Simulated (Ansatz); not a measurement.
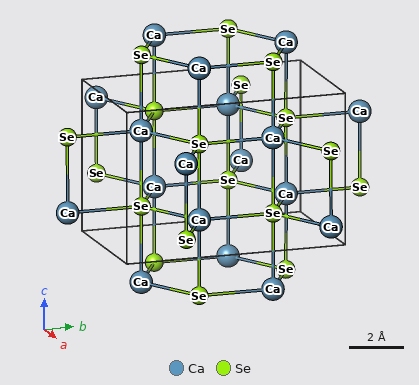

Structure drawing (ball-and-stick), viewed slightly off an axis. The frame is the conventional unit cell; atoms at its boundary are shown with their periodic copies. Atoms of adjacent cells appear where they bond to atoms in the box.

CaSe, space group Cmcm (No. 63), a = 5.156 Å, b = 8.670 Å, c = 5.876 Å, α = 90.00°, β = 90.00°, γ = 90.00°. The structure comes from a structure type filled with these elements by a generator (whether the compound takes this form wasn't checked). The cell was then strained or its atoms displaced on purpose. Ansatz was used for an electronic-structure calculation on it.

This one geometry was computed with Ansatz (DFT, plane waves, PAW) at three levels of theory: PBE, HSE06 and r2SCAN. It was relaxed with r2SCAN and then strained.

> How does the band gap change with the level of theory?

PBE: a gap of 2.51 eV, direct; r2SCAN: a gap of 2.96 eV, indirect; HSE06: a gap of 3.35 eV, direct.

> Collect the results in a table.

| level | cutoff (eV) | k-mesh of the run's cell | gap (eV) | pressure (GPa) |
| --- | --- | --- | --- | --- |
| PBE | 420 | 6×6×4 | 2.51 | -0.6 |
| HSE06 | 420 | 4×4×4 | 3.35 | -0.8 |
| r2SCAN | 500 | 6×6×4 | 2.96 | -1.1 |

Gaps are taken on the k-mesh or band path of each run.
